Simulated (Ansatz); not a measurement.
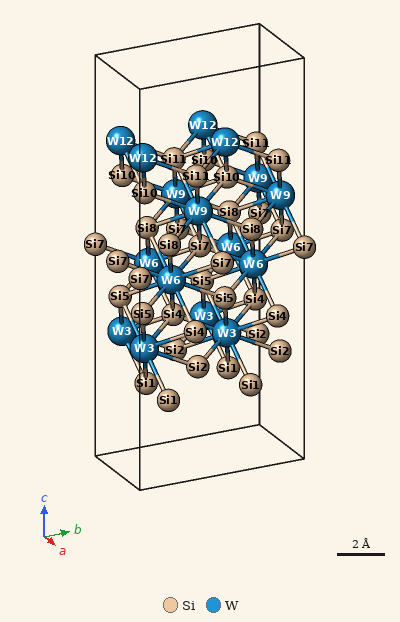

The input geometry of run A (ball-and-stick view of the 2 × 2 repeat of the cell, with the vacuum cut short, seen slightly off an axis; atoms are numbered from 1 in the order of the input).

**Mending a single-point calculation on WSi2**

System: WSi2 (slab, 12 atoms in the cell).
Method of run A: DFT PBE, scalar-relativistic, plane waves, PAW (Ansatz 0.2.0).

The structure derives from an entry of the Crystallography Open Database. Text and figures count atoms from 1; the logs count them from 0 in places.

## Input file, run A
```yaml
crystal:
  lattice:
    - [3.2289953256, 0.0, 0.0]
    - [-1.6144976628, 4.2518642008, 0.0]
    - [0.0, 0.0, 25.9491929706]
  atoms:
    - { symbol: Si, position: [0.7136657638, 0.4273315277, 0.2890263296] }
    - { symbol: Si, position: [0.4305179046, 0.8610358091, 0.3271124344] }
    - { symbol: W, position: [0.1441836684, 0.2883673368, 0.3656271375] }
    - { symbol: Si, position: [0.8578494322, 0.7156988644, 0.4041418406] }
    - { symbol: Si, position: [0.5747015729, 0.1494031459, 0.4422279454] }
    - { symbol: W, position: [0.2883673368, 0.5767346735, 0.4807426485] }
    - { symbol: Si, position: [0.0020331006, 0.0040662012, 0.5192573515] }
    - { symbol: Si, position: [0.7188852413, 0.4377704826, 0.5573434564] }
    - { symbol: W, position: [0.4325510051, 0.8651020103, 0.5958581594] }
    - { symbol: Si, position: [0.146216769, 0.2924335379, 0.6343728625] }
    - { symbol: Si, position: [0.8630689097, 0.7261378194, 0.6724589673] }
    - { symbol: W, position: [0.5767346735, 0.153469347, 0.7109736704] }
basis:
  ecutwfc: 420
kpoints:
  mp_grid: { grid: [11, 8, 1] }
hamiltonian:
  xc: pbe
scf:
  occupations: { method: gaussian, width: 0.1 }
  max_iter: 83
output:
  forces: true
  stress: true
  eigenvalues: true
efield:
  axis: 3
  dipole_correction: true
  ramp_width: 0.04
  ramp_position: 0.661
```

Launched with:
```bash
ansatz run input.yaml --threads 2 --pin off --max-ram 5632MiB --backend cpu --events-out ev --progress --plain --runs-dir out
```

Hardware: 2 threads of Intel Xeon (Granite Rapids), 128 GiB of memory available, shared host.

## Output (run A)
```
Warning: crystal.symmetry: narrowed to the stabiliser of the k-point mesh — unitary ops 2 → 1; excluded 1 operation that carries a point of the 11×8×1 mesh (shift [0, 0, 0]) off the mesh (the run samples exactly the mesh kpoints.mp_grid names, as under crystal.symmetry.detect: false, and its converged state has the mesh's symmetry, not the crystal's; ε∞, the Born charges and the force constants of a linear response (`dielectric:` by the response, `phonons.method: dfpt`) are averaged over those of the crystal's operations that the state keeps within a tolerance, where `mesh_tensors`, `unaveraged_element` or `gamma_mean_max_change_ev_ang2` stands beside them; a row that `dielectric.field_direction` solves alone is averaged likewise, with nothing beside; a Γ-centred mesh of equal divisions is mapped onto itself by every operation and keeps the whole group, as does a half-shifted one under kpoints.further_shifts: images)
Engine: ansatz 0.2.0, x86_64-unknown-linux-gnu
Pseudopotentials: kind: paw
Pseudopotential: Si, paw, valence charge 4, recommended cutoff 420 eV (normal), Si.paw.azcp
Pseudopotential: W, paw, valence charge 14, recommended cutoff 420 eV (normal), W.paw.azcp
Functional definition: PBE
  parameter kappa = 0.804
  parameter beta = 0.06672455060314922
  exchange = pbe_x(kappa = kappa, mu = beta*pi^2/3)
  correlation = pbe_c(beta = beta)
Crystal: 12 atoms, lattice volume = 356.263 Å³
Basis set: ecut = 420 eV, 7017 PW (Γ), exchange–correlation on 48×64×360 points (8 copies of the dense FFT grid, shifted against one another)
Bands: 56, of which v1, the nominal top of the filled ones, is band 44 counted from 1 (43 counted from 0)
Symmetry: 1 space group operations
k-points: 45 of 88 (time reversal used)
Non-local potential: Si, projectors of the file, l = 0: 2, l = 1: 2, l = 2: 2
Non-local potential: W, projectors of the file, l = 0: 3, l = 1: 2, l = 2: 2, l = 3: 1
PAW form: soft (Blöchl's): semilocal exchange-correlation on the pseudo side does not see the compensation charge
PAW one-centre angular grid: Si, 110 points (default); XC on 64 Gauss nodes
PAW one-centre angular grid: W, 590 points (default); XC on 64 Gauss nodes
Initial density: superposition of atomic densities (neutral atoms: chi_scale 0, normalization atom), corrected by the library's trained network
Initial wavefunctions: pseudopotential atomic-orbital guess
Functional: x = pbe(κ = 0.804, μ = 0.2195149727645171), c = pbe(β = 0.06672455060314922)
Error: efield: ion 10 (Si) at fractional coordinate 0.6725 along the field axis lies inside the sawtooth ramp with 2 of the planes that the density is read on at each end, [0.6499, 0.7121] — the ramp must sit in vacuum (an ion there feels the fictitious reversed slope); set or move the ramp (efield.ramp_position / ramp_width) or move the geometry
```

Q: Diagnose this run and give a change of the input that cures it.

A: The program refused the input: “efield: ion 10 (Si) at fractional coordinate 0.6725 along the field axis lies inside the sawtooth ramp with 2 of the planes that the density is read on at each end, [0.6499, 0.7121] — the ramp must sit in vacuum (an ion there feels the fictitious reversed slope) …”

A run of the same system that converges differs from this input as follows (lines with − go, lines with + come):
```diff
-  max_iter: 83
+  n_extra_bands: 1
-  ramp_position: 0.661
```

## Output, shortened to warnings, some set-up lines, iterations and results (run B)
```
Warning: crystal.symmetry: narrowed to the stabiliser of the k-point mesh — unitary ops 2 → 1; excluded 1 operation that carries a point of the 11×8×1 mesh (shift [0, 0, 0]) off the mesh (the run samples exactly the mesh kpoints.mp_grid names, as under crystal.symmetry.detect: false, and its converged state has the mesh's symmetry, not the crystal's; ε∞, the Born charges and the force constants …
Basis set: ecut = 420 eV, 7017 PW (Γ), exchange–correlation on 48×64×360 points (8 copies of the dense FFT grid, shifted against one another)
Symmetry: 1 space group operations
k-points: 45 of 88 (time reversal used)
Initial density: superposition of atomic densities (neutral atoms: chi_scale 0, normalization atom), corrected by the library's trained network
[...]
SCF iter   1: F=—  HF=-46623.942841 eV  |F-HF|=—  |Δ(HF+E_count)|=         —  Δρ=5.53e-3  dr2=1.37e0  ethr=1.77e-3  p=0.039 e·Å  D=2.00e-2 V/Å  ΔV_dip=-0.52 eV  …
SCF iter   2: F=—  HF=-46623.897219 eV  |F-HF|=—  |Δ(HF+E_count)|=   4.56e-2  Δρ=2.52e-3  dr2=9.91e-2  ethr=1.55e-3  p=0.082 e·Å  D=4.18e-2 V/Å  ΔV_dip=-1.08 eV  …
SCF iter   3: F=—  HF=-46623.893557 eV  |F-HF|=—  |Δ(HF+E_count)|=   3.66e-3  Δρ=7.99e-4  dr2=8.03e-3  ethr=1.13e-4  p=0.089 e·Å  D=4.53e-2 V/Å  ΔV_dip=-1.18 eV  …
SCF iter   4: F=—  HF=-46623.893304 eV  |F-HF|=—  |Δ(HF+E_count)|=   2.53e-4  Δρ=3.11e-4  dr2=1.77e-3  ethr=9.13e-6  p=0.094 e·Å  D=4.77e-2 V/Å  ΔV_dip=-1.24 eV  …
SCF iter   5: F=—  HF=-46623.893220 eV  |F-HF|=—  |Δ(HF+E_count)|=   8.37e-5  Δρ=1.44e-4  dr2=4.88e-4  ethr=2.01e-6  p=0.097 e·Å  D=4.91e-2 V/Å  ΔV_dip=-1.27 eV  …
SCF iter   6: F=—  HF=-46623.893195 eV  |F-HF|=—  |Δ(HF+E_count)|=   2.48e-5  Δρ=5.11e-5  dr2=6.42e-5  ethr=5.55e-7  p=0.098 e·Å  D=4.98e-2 V/Å  ΔV_dip=-1.29 eV  …
SCF iter   7: F=—  HF=-46623.893191 eV  |F-HF|=—  |Δ(HF+E_count)|=   3.87e-6  Δρ=2.07e-5  dr2=5.71e-6  ethr=7.30e-8  p=0.099 e·Å  D=5.03e-2 V/Å  ΔV_dip=-1.31 eV  …
SCF iter   8: F=—  HF=-46623.893192 eV  |F-HF|=—  |Δ(HF+E_count)|=   2.31e-7  Δρ=8.55e-6  dr2=9.85e-7  ethr=6.49e-9  p=0.099 e·Å  D=5.04e-2 V/Å  ΔV_dip=-1.31 eV  …
SCF iter   9: F=—  HF=-46623.893192 eV  |F-HF|=—  |Δ(HF+E_count)|=   2.50e-7  Δρ=3.25e-6  dr2=1.45e-7  ethr=1.12e-9  p=0.099 e·Å  D=5.04e-2 V/Å  ΔV_dip=-1.31 eV  …
SCF iter  10: F=-46623.893192 eV  HF=-46623.893192 eV  |F-HF|=2.54e-8  |Δ(HF+E_count)|=   4.85e-8  Δρ=1.30e-6  dr2=2.58e-8  ethr=1.14e-10  p=0.099 e·Å  D=5.04e-2 V/Å  …
SCF 1 converged in 10 iterations: F = -46623.893192 eV  dr2 = 2.58e-8
SCF converged after 10 iterations
Free energy (F): -46623.893192 eV
Harris-Foulkes:  -46623.893192 eV  (|F-HF|=2.54e-8)
Internal energy: -46623.851723 eV  (E = F + TS)
E sigma→0 (E₀):  -46623.872458 eV
Entropy (-TS):   -0.041469 eV (-3.456 meV/atom)
Fermi energy:    4.966119 eV
Dipole field:    D = 0.050317 V/Å  (p = 0.099066 e·Å, saw-weighted, corrected)
Work function:   Φ+ = 4.0351 eV   Φ− = 5.3408 eV
Levels:          The Fermi level and band energies are counted from a zero that moves with the ramp; work functions are not
--- Per-component energies (eV) ---
  E_band       = -1311.814796
  E_kinetic    = 2141.170978
  E_local      = -67918.352837  (includes V_loc(G=0)·N_el)
  E_nonlocal   = 205.747223
  E_hartree    = 33060.349534
  E_xc         = -1515.871226
  E_vxc        = -1338.304918  (∫ρ·V_xc dr)
  E_paw        = -38351.932991  (= ΣΔE_a)
  E_vpaw       = -520.772949  (= ΣTr[D̂ρ^β])
  E_aug_tail   = -0.000245  (compensation charges beyond the density's cutoff)
  E_efield     = 0.002492  (sawtooth field / dipole correction)
  E_vefield    = -1.990878  (∫n·V_field dr)
  E_ewald      = 25755.035348
  E_smearing   = -0.041469  (= −TS)
  E_closure    = 0.000000  (closes the sum)
  Σ components = -46623.893192   (vs F -46623.893192, Δ=0.00e0)
--- Forces (eV/Å), atoms counted from 1 ---
  atom   1  Si    -0.00306029    -0.02264706    -0.34340846
  atom   2  Si    -0.00023366     0.19850121    -0.41814588
  atom   3  W      0.00073802    -0.15003045     1.11570160
  atom   4  Si     0.00489642     0.12747634    -0.37015205
  atom   5  Si    -0.00082954    -0.12881258    -0.22001740
  atom   6  W     -0.00303176     0.05579565     0.35088493
  atom   7  Si     0.00094918     0.01569876    -0.09744099
  atom   8  Si    -0.00128796    -0.04538900     0.05248413
  atom   9  W      0.00392866    -0.04092532    -0.29900397
  atom  10  Si     0.00498575     0.14923700     0.97522200
  atom  11  Si     0.00600928    -0.47037168     1.33692276
  atom  12  W     -0.01306517     0.31146941    -2.08296027
  max |Σ_I F_I| component: 8.64e-5 eV/Å
--- Stress (GPa, compression-positive) ---
       -3.271533       0.026499      -0.005883
        0.026499      -2.089075      -0.196173
       -0.005883      -0.196173      -0.806808
  P = ⅓ Tr σ = -2.0558 GPa (-20.558 kbar)
```

## The two runs side by side

| quantity | run A | run B |
| --- | --- | --- |
| outcome | refused | converged |
| free energy per atom (eV) | – | −3885.3244 |
| gap on the mesh (eV) | – | 0.00 |
| work function (eV) | – | 4.04 |
| largest force (eV/Å) | – | 2.106 |
| SCF iterations | – | 10 |
| irreducible k-points | – | 45 |
| plane waves at Γ | – | 7017 |

Notes on run B: Warnings of the run: the k-point mesh lowers the symmetry that the run can use. Spin–orbit coupling is left out, which matters for W.
